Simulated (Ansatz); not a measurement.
**Run report: NaCl, band-structure calculation**

NaCl (P6₃/mmc, 4 atoms in the cell), computed with DFT, PBE, plane waves, PAW, no spin polarisation (Ansatz 0.2.0).

The structure was built on a prototype by a generator. The geometry comes from this level: r2SCAN (a point of a series of strains). It belongs to a series of runs on one base structure; here: epitaxial_xy strain +4.0%. Figures and captions count atoms from 1; the log counts them from 0 in places.

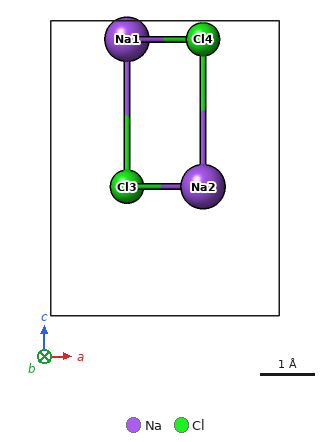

**Figure 1.** The structure (ball-and-stick view of the cell of the calculation, along the b axis; atoms are numbered from 1 in the order of the input). Near neighbours in the crystal (not all of them lie inside the picture): Na has 5 Cl at 2.75 to 2.83 Å; Cl has 5 Na at 2.75 to 2.83 Å.

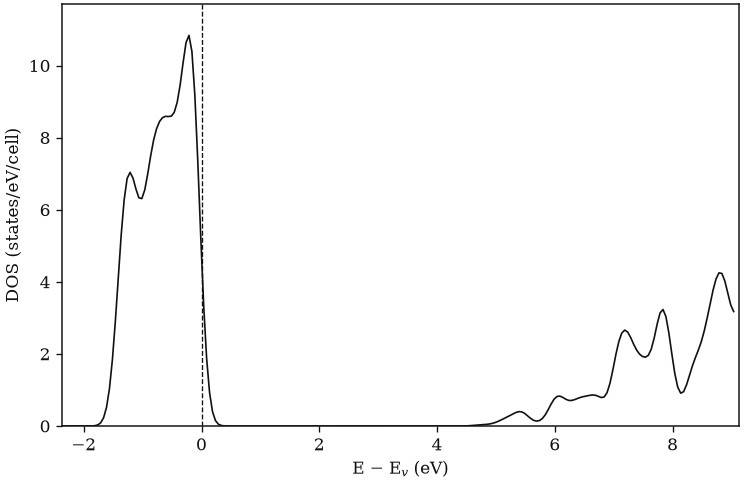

**Figure 2.** Density of states (the curve is built from the levels of the k mesh with Gaussians 0.3 eV wide, which also blur the band edges), with energies from the valence-band top. There is a gap of 4.76 eV on the k-point mesh. Small ripples come from the finite k-point mesh.

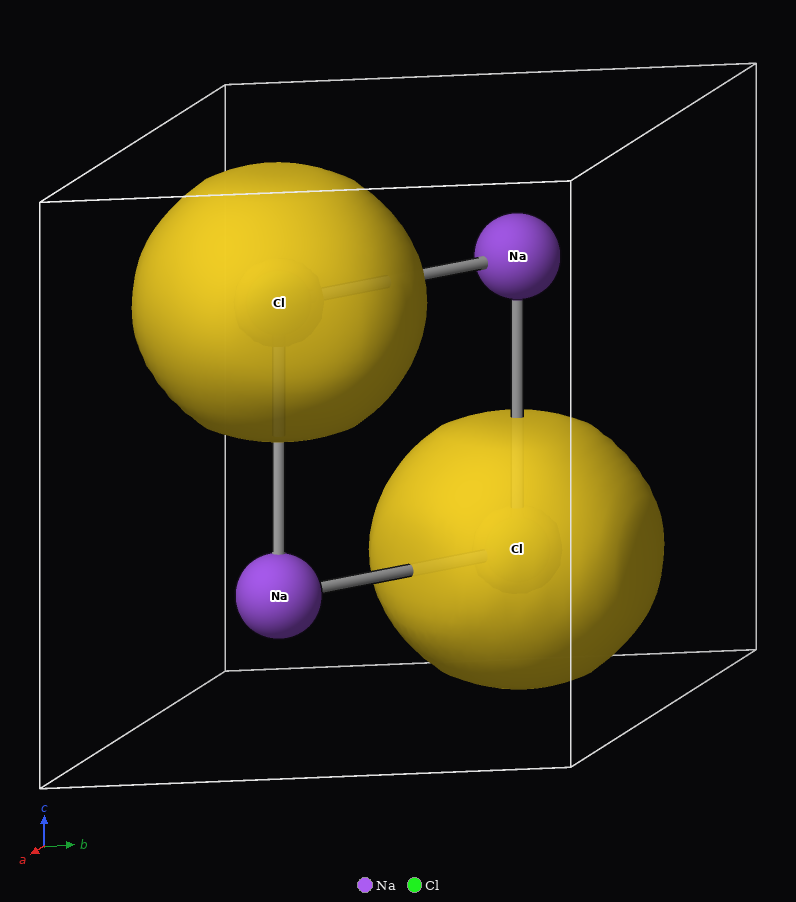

**Figure 3.** Isosurface of the ELF at 0.7 (yellow), seen slightly off an axis. Only the valence region is drawn (cores and ρ < 0.01 e/Å³ removed). Sticks mark near contacts. The outline is the cell set on symmetry axes. Values along the shortest contacts: Na–Cl (2.83 Å): the ELF is about 0.45 at the midpoint, as expected for ionic bonding with no shared pair. The fields are those of the smooth PAW valence density.

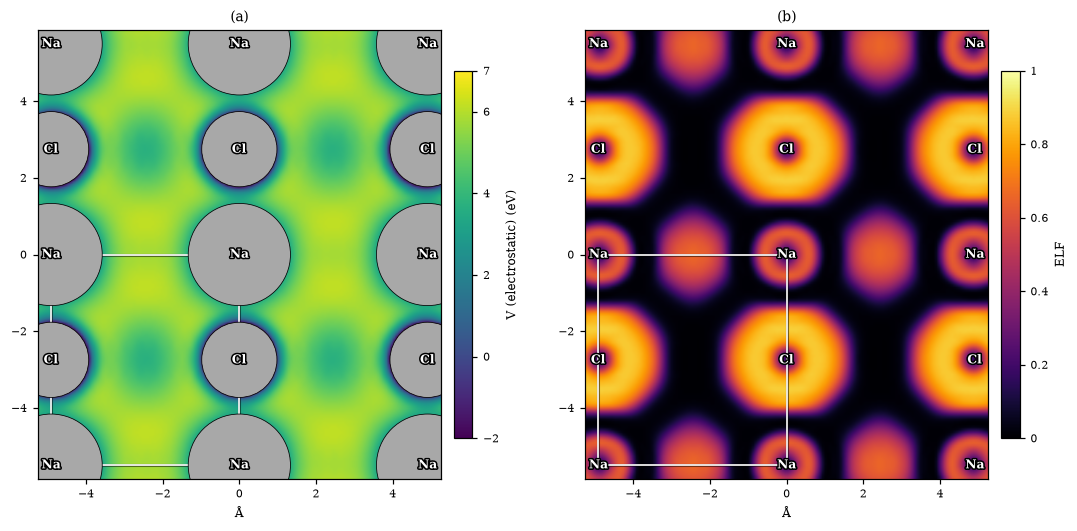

**Figure 4.** (a) electrostatic potential (local pseudopotential plus Hartree) felt by an electron; (b) ELF on the (010) plane of the conventional cell. Grey discs, where drawn, cover atomic cores. The section cuts through Na and Cl sites. The strong features right at Na lie inside the PAW spheres (semicore, d or f shells) and say nothing about bonding. Outside the cores the potential energy rises away from the atoms and is highest about 1.6 Å from the nearest atoms; outside the discs it spans about 7 eV, and its zero is arbitrary.

The input that produced these results follows, with the program's output.

### Input file
```yaml
crystal:
  lattice:
    - [4.9099183137, 0.0, 0.0]
    - [-2.4549591569, 4.2521139902, 0.0]
    - [0.0, 0.0, 5.4944639753]
  atoms:
    - { symbol: Na, position: [0.3333333333, 0.6666666667, -0.0625] }
    - { symbol: Na, position: [0.6666666667, 0.3333333333, 0.4375] }
    - { symbol: Cl, position: [0.3333333333, 0.6666666667, 0.4375] }
    - { symbol: Cl, position: [0.6666666667, 0.3333333333, 0.9375] }
kpoints:
  mp_grid: { grid: [6, 6, 6] }
  band_path:
    path:
      - [0.0, 0.0, 0.0]
      - [0.5, 0.0, 0.0]
      - [0.3333333333, 0.3333333333, 0.0]
      - [0.0, 0.0, 0.5]
      - [0.5, 0.0, 0.5]
      - [0.3333333333, 0.3333333333, 0.5]
    npoints: 1
hamiltonian:
  xc: pbe
scf:
  occupations: { method: fermi_dirac, width: 0.02 }
  n_extra_bands: 5
output:
  forces: true
  stress: true
  eigenvalues: true
  write_density: true
  write_potential: true
  elf: true
  volumetric_format: npy
```

Launched with:
```bash
ansatz run input.yaml --threads 2 --pin off --max-ram 2211MiB --backend cpu --events-out ev --progress --plain --runs-dir out
```

### The program's output
```
scf.n_extra_bands = 5 over 16 filled bands (N_el = 32.0): the run solves 21 bands
Engine: ansatz 0.2.0, x86_64-unknown-linux-gnu
Pseudopotentials: kind: paw
Pseudopotential: Na, paw, valence charge 9, recommended cutoff 420 eV (normal), Na.paw.azcp
Pseudopotential: Cl, paw, valence charge 7, recommended cutoff 420 eV (normal), Cl.paw.azcp
Functional definition: PBE
  parameter kappa = 0.804
  parameter beta = 0.06672455060314922
  exchange = pbe_x(kappa = kappa, mu = beta*pi^2/3)
  correlation = pbe_c(beta = beta)
Crystal: 4 atoms, lattice volume = 114.711 Å³
Basis set: ecut = 420 eV, 2257 PW (Γ), exchange–correlation on 72×72×80 points (8 copies of the dense FFT grid, shifted against one another)
Bands: 21, of which v1, the nominal top of the filled ones, is band 16 counted from 1 (15 counted from 0)
Symmetry: 24 space group operations
Space group: P63/mmc (ITA 194), of the structure as read, at distance tolerance 4.9e-5 Å
k-points: 28 of 216
Non-local potential: Na, projectors of the file, l = 0: 3, l = 1: 2, l = 2: 1
Non-local potential: Cl, projectors of the file, l = 0: 2, l = 1: 2, l = 2: 2
PAW form: soft (Blöchl's): semilocal exchange-correlation on the pseudo side does not see the compensation charge
PAW one-centre angular grid: Na, 110 points (default); XC on 64 Gauss nodes
PAW one-centre angular grid: Cl, 110 points (default); XC on 64 Gauss nodes
Initial density: superposition of atomic densities (neutral atoms: chi_scale 0, normalization atom), corrected by the library's trained network
Initial wavefunctions: pseudopotential atomic-orbital guess
Functional: x = pbe(κ = 0.804, μ = 0.2195149727645171), c = pbe(β = 0.06672455060314922)
SCF iter   1: F=—  HF=-5138.965518 eV  |F-HF|=—  |Δ(HF+E_count)|=         —  Δρ=5.78e-4  dr2=3.35e-4  ethr=1.77e-3  ⟨swp⟩=6.1  Hψ=2658  notcnv=0
preconditioner: auto → Resta (q_TF=auto, 2.205 Å⁻¹)  ε∞=1.9  [insulator: Δε(μ)=4.758 eV  Ē_g=19.461 eV  σ=0.020 eV  W_gap=1.00  n_scr=20 (ndim 8)  ℏωp=18.3 eV  f_vac=0.235  D(μ)=0.00/eV (n_scr^D=0)  ε∞_Penn≈1.9]
SCF iter   2: F=—  HF=-5138.963060 eV  |F-HF|=—  |Δ(HF+E_count)|=   2.46e-3  Δρ=3.59e-4  dr2=1.41e-4  ethr=1.05e-6  ⟨swp⟩=3.0  Hψ=1483  notcnv=0  defer=11
SCF iter   3: F=—  HF=-5138.963046 eV  |F-HF|=—  |Δ(HF+E_count)|=   1.43e-5  Δρ=2.00e-4  dr2=4.65e-5  ethr=4.42e-7  ⟨swp⟩=2.1  Hψ=765  notcnv=0  defer=11
SCF iter   4: F=—  HF=-5138.963656 eV  |F-HF|=—  |Δ(HF+E_count)|=   6.10e-4  Δρ=7.29e-5  dr2=8.45e-6  ethr=1.45e-7  ⟨swp⟩=2.5  Hψ=918  notcnv=0  defer=11
SCF iter   5: F=—  HF=-5138.963669 eV  |F-HF|=—  |Δ(HF+E_count)|=   1.28e-5  Δρ=9.85e-5  dr2=8.70e-6  ethr=2.64e-8  ⟨swp⟩=2.0  Hψ=752  notcnv=0  defer=11
SCF iter   6: F=—  HF=-5138.963667 eV  |F-HF|=—  |Δ(HF+E_count)|=   2.26e-6  Δρ=5.37e-5  dr2=2.72e-6  ethr=2.64e-8  ⟨swp⟩=2.0  Hψ=741  notcnv=0  defer=11
SCF iter   7: F=-5138.963666 eV  HF=-5138.963666 eV  |F-HF|=3.56e-8  |Δ(HF+E_count)|=   8.95e-7  Δρ=7.87e-6  dr2=5.01e-8  ethr=3.13e-10  ⟨swp⟩=9.2  Hψ=3918  notcnv=0
SCF 1 converged in 7 iterations: F = -5138.963666 eV  dr2 = 5.01e-8
  greatest PAW one-centre occupation: 0.999 electrons in one spin orbital (limit 2), on the Na atom at site 1 (counted from 0), in its partial waves of l = 0
NSCF: frozen V_eff on 6 k-points
SCF converged after 7 iterations
Free energy (F): -5138.963666 eV
Harris-Foulkes:  -5138.963666 eV  (|F-HF|=3.56e-8)
Internal energy: -5138.963666 eV  (E = F + TS)
E sigma→0 (E₀):  -5138.963666 eV
Fermi energy:    1.786262 eV
--- Per-component energies (eV) ---
  E_band       = -522.978452
  E_kinetic    = 565.211257
  E_local      = -3498.160554  (includes V_loc(G=0)·N_el)
  E_nonlocal   = 287.051289
  E_hartree    = 1271.282630
  E_xc         = -293.677526
  E_vxc        = -346.050936  (∫ρ·V_xc dr)
  E_paw        = -1845.073931  (= ΣΔE_a)
  E_vpaw       = -73.587005  (= ΣTr[D̂ρ^β])
  E_aug_tail   = 0.000131  (compensation charges beyond the density's cutoff)
  E_ewald      = -1625.596962
  E_smearing   = -0.000000  (= −TS)
  E_closure    = 0.000000  (closes the sum)
  Σ components = -5138.963666   (vs F -5138.963666, Δ=0.00e0)
--- Forces (eV/Å), atoms counted from 1 ---
  atom   1  Na    -0.00000000    -0.00000000     0.00000000
  atom   2  Na     0.00000000     0.00000000     0.00000000
  atom   3  Cl    -0.00000000    -0.00000000     0.00000000
  atom   4  Cl     0.00000000     0.00000000     0.00000000
  max |Σ_I F_I| component: 6.94e-18 eV/Å
--- Stress (GPa, compression-positive) ---
       -0.716800       0.000000       0.000000
        0.000000      -0.716800       0.000000
        0.000000       0.000000       0.848874
  P = ⅓ Tr σ = -0.1949 GPa (-1.949 kbar)
--- Band table (eV; the first three rows and the last of 28) ---
  k-point 0: bands = ["-49.6033", "-49.6024", "-21.5293", "-21.5293", "-21.5222", "-21.5222", "-21.5205", "-21.5043", "-13.0008", "-12.6806", "-1.8861", "-1.2934", "-1.2934", "-0.8056", "-0.8056", "-0.6001", "4.1558", "7.0021", "8.9516", "8.9516", "10.1415"]
  k-point 1: bands = ["-49.6032", "-49.6024", "-21.5288", "-21.5288", "-21.5227", "-21.5227", "-21.5202", "-21.5062", "-12.9749", "-12.6971", "-1.8533", "-1.2624", "-1.2624", "-0.8399", "-0.8399", "-0.7643", "4.4263", "6.9952", "8.7744", "8.7744", "9.9500"]
  k-point 2: bands = ["-49.6031", "-49.6026", "-21.5275", "-21.5275", "-21.5240", "-21.5240", "-21.5187", "-21.5107", "-12.9069", "-12.7460", "-1.7322", "-1.1766", "-1.1766", "-1.1278", "-0.9327", "-0.9327", "5.1058", "6.6954", "8.6589", "8.6589", "9.2883"]
  k-point 27: bands = ["-49.6028", "-49.6028", "-21.5350", "-21.5350", "-21.5269", "-21.5269", "-21.5096", "-21.5096", "-12.7798", "-12.7798", "-1.9904", "-1.9904", "-1.3151", "-1.3151", "-0.6556", "-0.6556", "7.4180", "7.4180", "8.0863", "8.0863", "9.2022"]
```

### File rho_z.tsv
```
# z_ang	rho[e/angstrom^3]
# format = ansatz-planar-average/11
# lattice	4.909918314	0.000000000	0.000000000
# lattice	-2.454959157	4.252113990	0.000000000
# lattice	0.000000000	0.000000000	5.494463975
# sites	4
# site	11	-0.000000000	2.834742660	-0.343403998
# site	11	2.454959157	1.417371330	2.403827989
# site	17	-0.000000000	2.834742660	2.403827989
# site	17	2.454959157	1.417371330	5.151059977
0.000000	4.820147e-1
0.137362	3.160692e-1
0.274723	2.005679e-1
0.412085	1.332266e-1
0.549446	9.131680e-2
0.686808	6.466249e-2
0.824170	4.924180e-2
0.961531	4.218420e-2
1.098893	4.218420e-2
1.236254	4.924180e-2
1.373616	6.466249e-2
1.510978	9.131680e-2
1.648339	1.332266e-1
1.785701	2.005679e-1
1.923062	3.160692e-1
2.060424	4.820147e-1
2.197786	6.518422e-1
2.335147	7.584968e-1
2.472509	7.584968e-1
2.609870	6.518422e-1
2.747232	4.820147e-1
2.884594	3.160692e-1
3.021955	2.005679e-1
3.159317	1.332266e-1
3.296678	9.131680e-2
3.434040	6.466249e-2
3.571402	4.924180e-2
3.708763	4.218420e-2
3.846125	4.218420e-2
3.983486	4.924180e-2
4.120848	6.466249e-2
4.258210	9.131680e-2
4.395571	1.332266e-1
4.532933	2.005679e-1
4.670294	3.160692e-1
4.807656	4.820147e-1
4.945018	6.518422e-1
5.082379	7.584968e-1
5.219741	7.584968e-1
5.357102	6.518422e-1
```

### Summary

- outcome: converged
- space group (tolerance 0.01 Å): P6₃/mmc (194)
- electrons treated: 32
- free energy: −5138.9637 eV
- Fermi energy: 1.786 eV
- gap on the k-point mesh: 4.76 eV
- pressure: −0.19 GPa
- largest force (length of the vector): under 0.001 eV/Å
- hardware: 2 threads of an x86-64 CPU, shared host
- wall time: 10 s (CPU time 11 s)
- peak memory: 0.4 GiB
